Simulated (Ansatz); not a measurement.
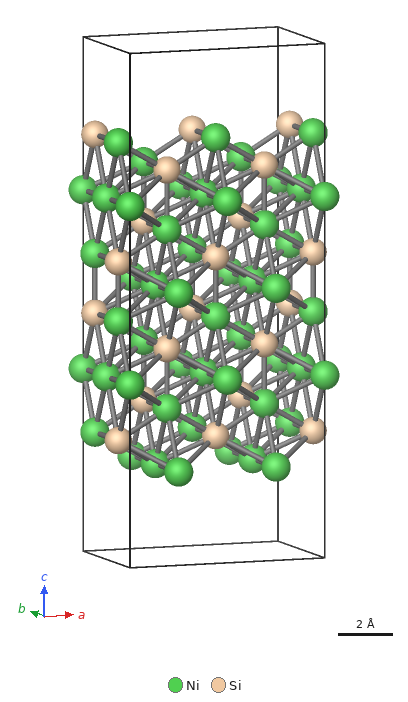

Fig. 1: The structure (ball-and-stick view of the 2 × 1 repeat of the cell, with the vacuum cut short, seen slightly off an axis). An atom can appear more than once, as a periodic image.

**Ni2Si: single-point calculation (part 1 of 2)**

The run: single-point calculation of Ni2Si (slab, 24 atoms in the cell). Method and program: DFT, PBEsol, dispersion d4, plane waves, PAW, no spin polarisation (Ansatz 0.2.0).

The structure derives from an entry of the Crystallography Open Database.

### Log
```
Warning: scf.convergence.dr2_threshold = 1e-5 eV is looser than this run's default, which is 1e-7 eV or tighter. The error in the forces grows as the threshold's square root, so leave the key out unless less accurate forces are enough
Warning: output.stress: scf.convergence.dr2_threshold = 1e-5 eV is looser than the 2.4e-9 eV advised for a printed stress (1e-10 eV for each atom of the cell: 24). What an SCF threshold leaves in a stress goes as its square root, and in the free energy as the threshold itself, and one threshold admits the most on a small cell: of the crystals measured, under no hybrid functional and no lock of the moments, on runs that ended without the residual-converged pass, on stresses that held no estimate of that error, the worst erred by over 100 MPa in a component at 1e-7 eV an atom and by under 5 at 1e-10. Set scf.convergence.dr2_threshold to 2.4e-9 eV or tighter. The threshold is an SCF's pass mark: one that does not reach it within its budget of iterations ends unconverged, or closes short of it on a stop that the run arms, and scf.convergence.dr2_threshold's page says what that costs each kind of run
Engine: ansatz 0.2.0, x86_64-unknown-linux-gnu
Pseudopotentials: kind: paw
Pseudopotential: Ni, paw, valence charge 18, recommended cutoff 420 eV (normal), Ni.paw.azcp
Pseudopotential: Si, paw, valence charge 4, recommended cutoff 420 eV (normal), Si.paw.azcp
Functional definition: PBEsol
  exchange = pbesol_x
  correlation = pbesol_c
Crystal: 24 atoms, lattice volume = 518.974 Å³
Basis set: ecut = 420 eV, 10219 PW (Γ), exchange–correlation on 54×72×384 points (8 copies of the dense FFT grid, shifted against one another)
Bands: 192, of which v1, the nominal top of the filled ones, is band 160 counted from 1 (159 counted from 0)
Symmetry: 4 space group operations
Space group: Pmm2 (ITA 25), of the structure as read, at distance tolerance 8.0e-5 Å
k-points: 20 of 63
Non-local potential: Ni, projectors of the file, l = 0: 3, l = 1: 2, l = 2: 3, l = 3: 1
Non-local potential: Si, projectors of the file, l = 0: 2, l = 1: 2, l = 2: 2
PAW form: soft (Blöchl's): semilocal exchange-correlation on the pseudo side does not see the compensation charge
PAW frozen core: Ni, regenerated for the run's functional, and the local potential with it (the file was generated under x = pbe(κ = 0.804, μ = 0.2195149727645171), c = pbe(β = 0.06672455060314922))
PAW frozen core: Si, regenerated for the run's functional, and the local potential with it (the file was generated under x = pbe(κ = 0.804, μ = 0.2195149727645171), c = pbe(β = 0.06672455060314922))
PAW one-centre angular grid: Ni, 590 points (default); XC on 64 Gauss nodes
PAW one-centre angular grid: Si, 110 points (default); XC on 64 Gauss nodes
Initial density: superposition of atomic densities (neutral atoms: chi_scale 0, normalization atom), corrected by the library's trained network
Initial wavefunctions: pseudopotential atomic-orbital guess
Functional: x = pbesol(κ = 0.804, μ = 0.12345679012345678), c = pbesol(β = 0.046)
SCF iter   1: F=—  HF=-97864.792392 eV  |F-HF|=—  |Δ(HF+E_count)|=         —  Δρ=1.51e-2  dr2=1.15e0  ethr=1.77e-3  p=0.031 e·Å  D=1.07e-2 V/Å  ΔV_dip=-0.29 eV  dr2_dipole=4.69e-1  V_vac-E_F(+/−)=4.53/4.82 eV  ⟨swp⟩=8.8  Hψ=18499  notcnv=0  defer=139
efield: sawtooth ramp at fractional position 0.9800 (placed from the atoms, in the widest stretch of the axis that holds none; the zero of the levels goes with the place), width 0.0400; the density the first Hamiltonian is built on has a dipole p = 0.031 e·Å; the dipole correction subtracts the counter field D = 1.07e-2 V/Å, which shifts the + side's vacuum level by -0.29 eV against the − side's; the planar-averaged density in the ramp window peaks in size at 1.5e-5 e/Å³
preconditioner: auto → LDOS  [metal: Δε(μ)=0.011 eV  Ē_g=6.664 eV  σ=0.100 eV  W_gap=0.06  n_scr=144 (ndim 8)  ℏωp=22.6 eV  f_vac=0.457  D(μ)=15.30/eV (n_scr^D=120)  β→1.0]
SCF iter   2: F=—  HF=-97865.030977 eV  |F-HF|=—  |Δ(HF+E_count)|=   2.39e-1  Δρ=2.67e-2  dr2=2.07e0  ethr=3.61e-4  p=0.001 e·Å  D=5.06e-4 V/Å  ΔV_dip=-0.01 eV  dr2_dipole=3.01e-3  V_vac-E_F(+/−)=4.82/4.84 eV  ⟨swp⟩=2.5  Hψ=7737  notcnv=0  defer=441
SCF iter   3: F=—  HF=-97864.733034 eV  |F-HF|=—  |Δ(HF+E_count)|=   2.98e-1  Δρ=9.42e-3  dr2=2.72e-1  ethr=3.61e-4  p=0.001 e·Å  D=4.50e-4 V/Å  ΔV_dip=-0.01 eV  dr2_dipole=1.18e-2  V_vac-E_F(+/−)=4.77/4.78 eV  ⟨swp⟩=2.0  Hψ=5213  notcnv=0  defer=441
SCF iter   4: F=—  HF=-97864.680905 eV  |F-HF|=—  |Δ(HF+E_count)|=   5.21e-2  Δρ=2.26e-3  dr2=1.92e-2  ethr=8.51e-5  p=-0.001 e·Å  D=-3.81e-4 V/Å  ΔV_dip=0.01 eV  dr2_dipole=3.48e-5  V_vac-E_F(+/−)=4.78/4.77 eV  ⟨swp⟩=2.5  Hψ=6541  notcnv=0  defer=441
SCF iter   5: F=—  HF=-97864.679253 eV  |F-HF|=—  |Δ(HF+E_count)|=   1.65e-3  Δρ=7.92e-4  dr2=2.91e-3  ethr=6.00e-6  p=-0.004 e·Å  D=-1.46e-3 V/Å  ΔV_dip=0.04 eV  dr2_dipole=1.16e-4  V_vac-E_F(+/−)=4.79/4.75 eV  ⟨swp⟩=2.0  Hψ=6348  notcnv=0  defer=436
SCF iter   6: F=—  HF=-97864.679218 eV  |F-HF|=—  |Δ(HF+E_count)|=   3.53e-5  Δρ=4.53e-4  dr2=7.36e-4  ethr=9.09e-7  p=-0.004 e·Å  D=-1.52e-3 V/Å  ΔV_dip=0.04 eV  dr2_dipole=5.95e-6  V_vac-E_F(+/−)=4.80/4.76 eV  ⟨swp⟩=2.4  Hψ=7017  notcnv=0  defer=436
SCF iter   7: F=—  HF=-97864.679183 eV  |F-HF|=—  |Δ(HF+E_count)|=   3.49e-5  Δρ=2.27e-4  dr2=1.54e-4  ethr=2.30e-7  p=-0.005 e·Å  D=-1.62e-3 V/Å  ΔV_dip=0.04 eV  dr2_dipole=4.05e-6  V_vac-E_F(+/−)=4.80/4.76 eV  ⟨swp⟩=2.2  Hψ=5105  notcnv=0  defer=436
SCF iter   8: F=—  HF=-97864.679191 eV  |F-HF|=—  |Δ(HF+E_count)|=   8.61e-6  Δρ=6.15e-5  dr2=1.16e-5  ethr=4.81e-8  p=-0.005 e·Å  D=-1.63e-3 V/Å  ΔV_dip=0.04 eV  dr2_dipole=3.21e-7  V_vac-E_F(+/−)=4.80/4.76 eV  ⟨swp⟩=2.0  Hψ=5083  notcnv=0  defer=436
SCF iter   9: F=-97864.679205 eV  HF=-97864.679203 eV  |F-HF|=2.05e-6  |Δ(HF+E_count)|=   1.13e-5  Δρ=2.24e-5  dr2=1.92e-6  ethr=3.13e-9  p=-0.005 e·Å  D=-1.66e-3 V/Å  ΔV_dip=0.05 eV  dr2_dipole=2.65e-8  V_vac-E_F(+/−)=4.80/4.76 eV  ⟨swp⟩=16.2  Hψ=22754  notcnv=0
SCF 1 converged in 9 iterations: F = -97864.679205 eV  dr2 = 1.92e-6
  greatest PAW one-centre occupation: 1.001 electrons in one spin orbital (limit 2), on the Ni atom at site 1 (counted from 0), in its partial waves of l = 1
```

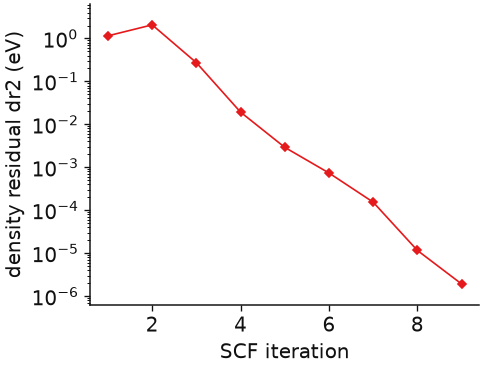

Fig. 2: Convergence of the self-consistent field: density residual dr2 against the SCF iteration. The residual falls almost steadily, with no more than small rises.

```
SCF converged after 9 iterations
Free energy (F): -97864.679205 eV
Harris-Foulkes:  -97864.679203 eV  (|F-HF|=2.05e-6)
Internal energy: -97864.603820 eV  (E = F + TS)
E sigma→0 (E₀):  -97864.641512 eV
Entropy (-TS):   -0.075385 eV (-3.141 meV/atom)
Fermi energy:    6.245866 eV
Dipole field:    D = -0.001794 V/Å  (p = -0.005145 e·Å, saw-weighted, corrected)
Work function:   Φ+ = 4.8060 eV   Φ− = 4.7571 eV
Levels:          The Fermi level and band energies are counted from a zero that moves with the ramp; work functions are not
--- Per-component energies (eV) ---
  E_band       = -8007.888888
  E_kinetic    = 4912.836868
  E_local      = -636875.415534  (includes V_loc(G=0)·N_el)
  E_nonlocal   = 10422.489137
  E_hartree    = 312076.427083
  E_xc         = -1806.431785
  E_vxc        = -2146.929290  (∫ρ·V_xc dr)
  E_paw        = -29551.715911  (= ΣΔE_a)
  E_vpaw       = -8473.687166  (= ΣTr[D̂ρ^β])
  E_aug_tail   = 0.007561  (compensation charges beyond the density's cutoff)
  E_efield     = 0.000005  (sawtooth field / dipole correction)
  E_vefield    = -0.112172  (∫n·V_field dr)
  E_ewald      = 242959.641857
  E_disp       = -5.852206  (pairwise vdW)
  E_core_change = 3.409107  (= ΣΔE_core)
  E_smearing   = -0.075385  (= −TS)
  E_closure    = 0.000000  (closes the sum)
  Σ components = -97864.679205   (vs F -97864.679205, Δ=0.00e0)
--- Forces (eV/Å), atoms counted from 1 ---
  atom   1  Ni    -0.00000000     0.10920680     1.53217494
  atom   2  Ni     0.00000000    -0.10920680     1.53217494
  atom   3  Si    -0.00000000    -0.00000000    -1.66384031
  atom   4  Ni     0.00000000    -0.00000000    -0.72094151
  atom   5  Si    -0.00000000    -0.00000000    -0.50548251
  atom   6  Ni     0.00000000    -0.00000000     0.17296378
  atom   7  Ni    -0.00000000     0.02565586     0.10710030
  atom   8  Ni     0.00000000    -0.02565586     0.10710030
  atom   9  Si     0.00000000     0.00000000    -0.13478699
  atom  10  Ni     0.00000000    -0.00000000     0.06044270
  atom  11  Si    -0.00000000     0.00000000    -0.04728598
  atom  12  Ni     0.00000000    -0.00000000     0.03110493
  atom  13  Ni     0.00000000    -0.03275595    -0.01539006
  atom  14  Ni    -0.00000000     0.03275595    -0.01539006
  atom  15  Si    -0.00000000     0.00000000     0.07643297
  atom  16  Ni     0.00000000    -0.00000000    -0.08034905
  atom  17  Si     0.00000000     0.00000000     0.11892873
  atom  18  Ni    -0.00000000    -0.00000000    -0.12241931
  atom  19  Ni     0.00000000     0.01229763    -0.13276501
  atom  20  Ni    -0.00000000    -0.01229763    -0.13276501
  atom  21  Si     0.00000000     0.00000000    -0.36424295
  atom  22  Ni     0.00000000    -0.00000000     0.50650589
  atom  23  Si     0.00000000    -0.00000000    -0.18530756
  atom  24  Ni    -0.00000000     0.00000000    -0.12369176
  max |Σ_I F_I| component: 2.71e-4 eV/Å
--- Stress (GPa, compression-positive) ---
       -3.414211       0.000000       0.000000
        0.000000      -4.792388      -0.000000
        0.000000      -0.000000      -2.557688
  P = ⅓ Tr σ = -3.5881 GPa (-35.881 kbar)
--- Band table (eV; the first three rows and the last of 20) ---
  k-point 0: bands = ["-97.0481", "-97.0429", "-97.0391", "-97.0346", "-96.9790", "-96.9272", "-96.7953", "-96.7819", "-96.7703", "-96.7570", "-96.7565", "-96.7431", "-96.5844", "-96.5534", "-95.9974", "-95.9837", "-57.6658", "-57.6651", "-57.6608", "-57.6574", "-57.6546", "-57.6524", "-57.6487", "-57.6418", "-57.6140", "-57.5560", "-57.5530", "-57.5329", "-57.5248", "-57.5225", "-57.5130", "-57.5104", "-57.4669", "-57.4390", "-57.4307", "-57.3990", "-57.3971", "-57.3362", "-57.3302", "-57.3245",
      "-57.3226", "-57.3187", "-57.3152", "-57.3109", "-57.3055", "-57.3033", "-57.3024", "-57.2925", "-57.2902", "-57.2841", "-57.2626", "-57.2600", "-57.2545", "-57.2414", "-57.1551", "-57.1513", "-57.0373", "-56.9545", "-56.7355", "-56.6019", "-56.5372", "-56.5260", "-56.4633", "-56.4498", "-6.3947", "-5.7806", "-4.8860", "-4.0042", "-2.5334", "-2.0785", "-1.8224", "-1.3801", "-0.4587", "-0.2397", "0.2033", "0.3191", "0.7786", "1.0082", "1.1296", "1.3298",
      "1.4807", "1.5146", "1.6557", "1.7591", "1.9576", "2.0838", "2.1353", "2.2709", "2.2745", "2.3009", "2.4321", "2.4356", "2.4727", "2.5061", "2.5136", "2.5989", "2.6492", "2.7434", "2.7786", "2.8935", "2.9414", "2.9515", "2.9906", "3.0058", "3.0229", "3.1535", "3.2940", "3.3811", "3.5875", "3.6044", "3.7290", "3.8105", "3.8368", "3.9259", "4.0403", "4.0725", "4.0966", "4.1582", "4.1812", "4.2476",
      "4.2727", "4.3099", "4.3484", "4.4751", "4.5309", "4.5372", "4.5539", "4.5874", "4.7321", "4.7457", "4.7485", "4.8121", "4.8289", "4.8307", "4.8362", "4.8689", "4.8806", "4.8895", "4.9331", "4.9360", "5.0636", "5.1680", "5.2153", "5.2240", "5.3251", "5.3555", "5.4958", "5.5271", "5.5457", "5.5900", "5.5942", "5.6324", "5.6884", "5.8059", "5.9301", "5.9483", "5.9834", "6.0623", "6.0960", "6.3122",
      "6.5830", "6.5946", "6.8936", "7.0028", "7.9803", "8.0210", "8.2680", "8.3732", "8.6755", "8.8532", "9.1422", "9.1446", "9.2864", "9.4465", "9.4575", "9.5829", "9.6194", "9.7254", "10.0611", "10.2080", "10.3500", "10.5256", "10.6432", "10.7511", "11.1181", "11.3003", "11.7833", "11.8352", "12.1153", "12.2178", "12.2921", "12.3797"]
```
